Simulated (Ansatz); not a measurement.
## Two runs on MoS$_{2}$

System: MoS$_{2}$ (Fm-3m, 3 atoms in the cell).
Method of run A: independent-particle optics of r2SCAN bands, plane waves, PAW, no spin polarisation (Ansatz 0.2.0).

The structure was built on a prototype by a generator. The geometry comes from this level: r2SCAN. Text and figures count atoms from 1; the logs count them from 0 in places.

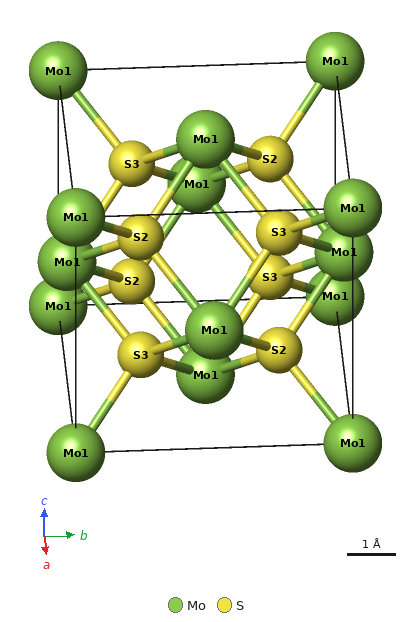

Fig. 1: The structure (ball-and-stick view of the cell 4 times as large as that of the calculation, set on its symmetry axes, seen at an oblique angle; atoms are numbered from 1 in the order of the input). An atom can appear more than once, as a periodic image. Near neighbours in the periodic cell (some may lie outside the picture): Mo has 8 S at 2.54 Å; S has 4 Mo at 2.54 Å.

Input, run A:
```yaml
crystal:
  lattice:
    - [0.0, 2.9323968553, 2.9323968553]
    - [2.9323968553, 0.0, 2.9323968553]
    - [2.9323968553, 2.9323968553, 0.0]
  atoms:
    - { symbol: Mo, position: [0.0, 0.0, 0.0] }
    - { symbol: S, position: [0.25, 0.25, 0.25] }
    - { symbol: S, position: [0.75, 0.75, 0.75] }
kpoints:
  mp_grid: { grid: [6, 6, 6] }
hamiltonian:
  xc: r2scan
scf:
  occupations: { method: fermi_dirac, width: 0.02 }
output:
  optics:
    e_range: [0, 12]
    de: 0.05
    sigma: 0.1
    bands: { spectra_wanted_up_to: 12 }
```

Launched with:
```bash
ansatz run input.yaml --threads 4 --pin off --max-ram 3686MiB --backend cpu --events-out ev --progress --plain --runs-dir out
```

Hardware: 4 threads of Arm Neoverse V2, 24 GiB of memory available, shared host.

Output, shortened to warnings, some set-up lines, iterations and results (run A):
```
Basis set: ecut = 500 eV, 1243 PW (Γ), exchange–correlation on 128×128×128 points (64 copies of the dense FFT grid, shifted against one another)
Symmetry: 48 space group operations
k-points: 16 of 216
Initial density: superposition of atomic densities (neutral atoms: chi_scale 0, normalization atom), corrected by the library's trained network
[...]
SCF iter   1: F=—  HF=-6779.716041 eV  |F-HF|=—  |Δ(HF+E_count)|=         —  Δρ=8.65e-3  dr2=4.27e-2  dr2_τ=3.29e-2  ethr=1.77e-3  ⟨swp⟩=6.1  Hψ=1494  notcnv=0
SCF iter   2: F=—  HF=-6779.763624 eV  |F-HF|=—  |Δ(HF+E_count)|=   4.76e-2  Δρ=3.11e-3  dr2=5.94e-3  dr2_τ=7.63e-4  ethr=1.64e-4  ⟨swp⟩=2.0  Hψ=608  notcnv=0
SCF iter   3: F=—  HF=-6779.764442 eV  |F-HF|=—  |Δ(HF+E_count)|=   8.19e-4  Δρ=1.64e-3  dr2=1.79e-3  dr2_τ=3.00e-5  ethr=2.28e-5  ⟨swp⟩=2.9  Hψ=471  notcnv=0
SCF iter   4: F=—  HF=-6779.764270 eV  |F-HF|=—  |Δ(HF+E_count)|=   1.72e-4  Δρ=4.50e-4  dr2=1.03e-4  dr2_τ=1.15e-5  ethr=6.89e-6  ⟨swp⟩=2.8  Hψ=477  notcnv=0
SCF iter   5: F=—  HF=-6779.764312 eV  |F-HF|=—  |Δ(HF+E_count)|=   4.16e-5  Δρ=9.02e-5  dr2=3.70e-6  dr2_τ=1.14e-7  ethr=3.95e-7  ⟨swp⟩=2.6  Hψ=445  notcnv=0
SCF iter   6: F=—  HF=-6779.764317 eV  |F-HF|=—  |Δ(HF+E_count)|=   5.16e-6  Δρ=7.22e-6  dr2=1.51e-8  dr2_τ=1.46e-9  ethr=1.42e-8  ⟨swp⟩=2.0  Hψ=467  notcnv=0
SCF iter   7: F=—  HF=-6779.764317 eV  |F-HF|=—  |Δ(HF+E_count)|=   2.39e-7  Δρ=6.42e-7  dr2=9.93e-11  dr2_τ=1.40e-11  ethr=5.82e-11  ⟨swp⟩=2.0  Hψ=483  notcnv=0
SCF iter   8: F=—  HF=-6779.764317 eV  |F-HF|=—  |Δ(HF+E_count)|=  4.05e-10  Δρ=1.21e-7  dr2=1.27e-11  dr2_τ=1.20e-12  ethr=1.00e-12  ⟨swp⟩=3.4  Hψ=708  notcnv=0
SCF iter   9: F=-6779.764317 eV  HF=-6779.764317 eV  |F-HF|=3.64e-12  |Δ(HF+E_count)|=  2.73e-12  Δρ=2.25e-8  dr2=3.40e-13  dr2_τ=5.11e-14  ethr=1.00e-12  ⟨swp⟩=2.0  Hψ=529  …
SCF 1 converged in 9 iterations: F = -6779.764317 eV  dr2 = 3.40e-13
NSCF: frozen V_eff on 16 k-points
Optics k sum: 0 of 16 k-points
Optics k sum: 1 of 16 k-points
Optics k sum: 2 of 16 k-points
Optics k sum: 3 of 16 k-points
Optics k sum: 4 of 16 k-points
Optics k sum: 5 of 16 k-points
Optics k sum: 6 of 16 k-points
Optics k sum: 7 of 16 k-points
Optics k sum: 8 of 16 k-points
Optics k sum: 9 of 16 k-points
Optics k sum: 10 of 16 k-points
Optics k sum: 11 of 16 k-points
Optics k sum: 12 of 16 k-points
Optics k sum: 13 of 16 k-points
Optics k sum: 14 of 16 k-points
Optics k sum: 15 of 16 k-points
Optics k sum: 16 of 16 k-points
Optics k sum: 0 of 16 k-points
Optics k sum: 1 of 16 k-points
Optics k sum: 2 of 16 k-points
Optics k sum: 3 of 16 k-points
Optics k sum: 4 of 16 k-points
Optics k sum: 5 of 16 k-points
Optics k sum: 6 of 16 k-points
Optics k sum: 7 of 16 k-points
Optics k sum: 8 of 16 k-points
Optics k sum: 9 of 16 k-points
Optics k sum: 10 of 16 k-points
Optics k sum: 11 of 16 k-points
Optics k sum: 12 of 16 k-points
Optics k sum: 13 of 16 k-points
Optics k sum: 14 of 16 k-points
Optics k sum: 15 of 16 k-points
Optics k sum: 16 of 16 k-points
Optics k sum: 0 of 16 k-points
Optics k sum: 1 of 16 k-points
Optics k sum: 2 of 16 k-points
Optics k sum: 3 of 16 k-points
Optics k sum: 4 of 16 k-points
Optics k sum: 5 of 16 k-points
Optics k sum: 6 of 16 k-points
Optics k sum: 7 of 16 k-points
Optics k sum: 8 of 16 k-points
Optics k sum: 9 of 16 k-points
Optics k sum: 10 of 16 k-points
Optics k sum: 11 of 16 k-points
Optics k sum: 12 of 16 k-points
Optics k sum: 13 of 16 k-points
Optics k sum: 14 of 16 k-points
Optics k sum: 15 of 16 k-points
Optics k sum: 16 of 16 k-points
Optics k sum: 0 of 16 k-points
Optics k sum: 1 of 16 k-points
Optics k sum: 2 of 16 k-points
Optics k sum: 3 of 16 k-points
Optics k sum: 4 of 16 k-points
Optics k sum: 5 of 16 k-points
Optics k sum: 6 of 16 k-points
Optics k sum: 7 of 16 k-points
Optics k sum: 8 of 16 k-points
Optics k sum: 9 of 16 k-points
Optics k sum: 10 of 16 k-points
Optics k sum: 11 of 16 k-points
Optics k sum: 12 of 16 k-points
Optics k sum: 13 of 16 k-points
Optics k sum: 14 of 16 k-points
Optics k sum: 15 of 16 k-points
Optics k sum: 16 of 16 k-points
Optics k sum: 0 of 16 k-points
Optics k sum: 1 of 16 k-points
Optics k sum: 2 of 16 k-points
Optics k sum: 3 of 16 k-points
Optics k sum: 4 of 16 k-points
Optics k sum: 5 of 16 k-points
Optics k sum: 6 of 16 k-points
Optics k sum: 7 of 16 k-points
Optics k sum: 8 of 16 k-points
Optics k sum: 9 of 16 k-points
Optics k sum: 10 of 16 k-points
Optics k sum: 11 of 16 k-points
Optics k sum: 12 of 16 k-points
Optics k sum: 13 of 16 k-points
Optics k sum: 14 of 16 k-points
Optics k sum: 15 of 16 k-points
Optics k sum: 16 of 16 k-points
[...]
```

The input of run B differs as follows (lines with − go, lines with + come):
```diff
-  xc: r2scan
+  xc: pbe
```

What does this change do to the results?

The total energies belong to different methods, so their difference says nothing on which is more stable or more accurate. The functional changes from r2SCAN to PBE. The number of SCF iterations is the same. The default cutoff goes from 500 to 420 eV with the change. The plane waves at Γ go from 1243 to 965. On the same kind of shared host run B took about 0.64 times as long.

Output, shortened to warnings, some set-up lines, iterations and results (run B):
```
Basis set: ecut = 420 eV, 965 PW (Γ)
Symmetry: 48 space group operations
k-points: 16 of 216
Initial density: superposition of atomic densities (neutral atoms: chi_scale 0, normalization atom), corrected by the library's trained network
[...]
SCF iter   1: F=—  HF=-6760.574706 eV  |F-HF|=—  |Δ(HF+E_count)|=         —  Δρ=6.52e-3  dr2=1.19e-2  ethr=1.77e-3  ⟨swp⟩=6.0  Hψ=1522  notcnv=0
SCF iter   2: F=—  HF=-6760.578286 eV  |F-HF|=—  |Δ(HF+E_count)|=   3.58e-3  Δρ=1.47e-3  dr2=1.26e-3  ethr=4.58e-5  ⟨swp⟩=2.1  Hψ=576  notcnv=0
SCF iter   3: F=—  HF=-6760.578674 eV  |F-HF|=—  |Δ(HF+E_count)|=   3.88e-4  Δρ=6.32e-4  dr2=1.74e-4  ethr=4.86e-6  ⟨swp⟩=2.4  Hψ=403  notcnv=0
SCF iter   4: F=—  HF=-6760.578698 eV  |F-HF|=—  |Δ(HF+E_count)|=   2.33e-5  Δρ=2.89e-4  dr2=7.61e-5  ethr=6.67e-7  ⟨swp⟩=2.6  Hψ=465  notcnv=0
SCF iter   5: F=—  HF=-6760.578687 eV  |F-HF|=—  |Δ(HF+E_count)|=   1.10e-5  Δρ=8.07e-5  dr2=3.90e-6  ethr=2.93e-7  ⟨swp⟩=2.0  Hψ=417  notcnv=0
SCF iter   6: F=—  HF=-6760.578688 eV  |F-HF|=—  |Δ(HF+E_count)|=   9.61e-7  Δρ=2.85e-5  dr2=7.10e-7  ethr=1.50e-8  ⟨swp⟩=2.2  Hψ=383  notcnv=0
SCF iter   7: F=—  HF=-6760.578687 eV  |F-HF|=—  |Δ(HF+E_count)|=   1.61e-7  Δρ=4.40e-6  dr2=5.18e-9  ethr=2.73e-9  ⟨swp⟩=2.8  Hψ=435  notcnv=0
SCF iter   8: F=—  HF=-6760.578687 eV  |F-HF|=—  |Δ(HF+E_count)|=   1.52e-8  Δρ=4.12e-7  dr2=5.73e-11  ethr=1.99e-11  ⟨swp⟩=2.0  Hψ=420  notcnv=0
SCF iter   9: F=-6760.578687 eV  HF=-6760.578687 eV  |F-HF|=4.55e-12  |Δ(HF+E_count)|=  9.37e-11  Δρ=6.59e-8  dr2=1.38e-12  ethr=1.00e-12  ⟨swp⟩=3.0  Hψ=694  notcnv=0
SCF 1 converged in 9 iterations: F = -6760.578687 eV  dr2 = 1.38e-12
NSCF: frozen V_eff on 16 k-points
Optics k sum: 0 of 16 k-points
Optics k sum: 1 of 16 k-points
Optics k sum: 2 of 16 k-points
Optics k sum: 3 of 16 k-points
Optics k sum: 4 of 16 k-points
Optics k sum: 5 of 16 k-points
Optics k sum: 6 of 16 k-points
Optics k sum: 7 of 16 k-points
Optics k sum: 8 of 16 k-points
Optics k sum: 9 of 16 k-points
Optics k sum: 10 of 16 k-points
Optics k sum: 11 of 16 k-points
Optics k sum: 12 of 16 k-points
Optics k sum: 13 of 16 k-points
Optics k sum: 14 of 16 k-points
Optics k sum: 15 of 16 k-points
Optics k sum: 16 of 16 k-points
Optics k sum: 0 of 16 k-points
Optics k sum: 1 of 16 k-points
Optics k sum: 2 of 16 k-points
Optics k sum: 3 of 16 k-points
Optics k sum: 4 of 16 k-points
Optics k sum: 5 of 16 k-points
Optics k sum: 6 of 16 k-points
Optics k sum: 7 of 16 k-points
Optics k sum: 8 of 16 k-points
Optics k sum: 9 of 16 k-points
Optics k sum: 10 of 16 k-points
Optics k sum: 11 of 16 k-points
Optics k sum: 12 of 16 k-points
Optics k sum: 13 of 16 k-points
Optics k sum: 14 of 16 k-points
Optics k sum: 15 of 16 k-points
Optics k sum: 16 of 16 k-points
Optics k sum: 0 of 16 k-points
Optics k sum: 1 of 16 k-points
Optics k sum: 2 of 16 k-points
Optics k sum: 3 of 16 k-points
Optics k sum: 4 of 16 k-points
Optics k sum: 5 of 16 k-points
Optics k sum: 6 of 16 k-points
Optics k sum: 7 of 16 k-points
Optics k sum: 8 of 16 k-points
Optics k sum: 9 of 16 k-points
Optics k sum: 10 of 16 k-points
Optics k sum: 11 of 16 k-points
Optics k sum: 12 of 16 k-points
Optics k sum: 13 of 16 k-points
Optics k sum: 14 of 16 k-points
Optics k sum: 15 of 16 k-points
Optics k sum: 16 of 16 k-points
Optics k sum: 0 of 16 k-points
Optics k sum: 1 of 16 k-points
Optics k sum: 2 of 16 k-points
Optics k sum: 3 of 16 k-points
Optics k sum: 4 of 16 k-points
Optics k sum: 5 of 16 k-points
Optics k sum: 6 of 16 k-points
Optics k sum: 7 of 16 k-points
Optics k sum: 8 of 16 k-points
Optics k sum: 9 of 16 k-points
Optics k sum: 10 of 16 k-points
Optics k sum: 11 of 16 k-points
Optics k sum: 12 of 16 k-points
Optics k sum: 13 of 16 k-points
Optics k sum: 14 of 16 k-points
Optics k sum: 15 of 16 k-points
Optics k sum: 16 of 16 k-points
Optics k sum: 0 of 16 k-points
Optics k sum: 1 of 16 k-points
Optics k sum: 2 of 16 k-points
Optics k sum: 3 of 16 k-points
Optics k sum: 4 of 16 k-points
Optics k sum: 5 of 16 k-points
Optics k sum: 6 of 16 k-points
Optics k sum: 7 of 16 k-points
Optics k sum: 8 of 16 k-points
Optics k sum: 9 of 16 k-points
Optics k sum: 10 of 16 k-points
Optics k sum: 11 of 16 k-points
Optics k sum: 12 of 16 k-points
Optics k sum: 13 of 16 k-points
Optics k sum: 14 of 16 k-points
Optics k sum: 15 of 16 k-points
Optics k sum: 16 of 16 k-points
[...]
```

The two runs side by side:

| quantity | run A | run B |
| --- | --- | --- |
| outcome | converged | converged |
| free energy per atom (eV) | −2259.9214 | −2253.5262 |
| energy per atom, smearing taken to zero (eV) | −2259.9199 | −2253.5247 |
| gap on the mesh (eV) | 0.00 | 0.00 |
| SCF iterations | 9 | 9 |
| irreducible k-points | 16 | 16 |
| plane waves at Γ | 1243 | 965 |
| wall time (shared host) | 15 s | 9.5 s |

For both runs: Warnings: the optical spectrum is taken on partly filled bands.
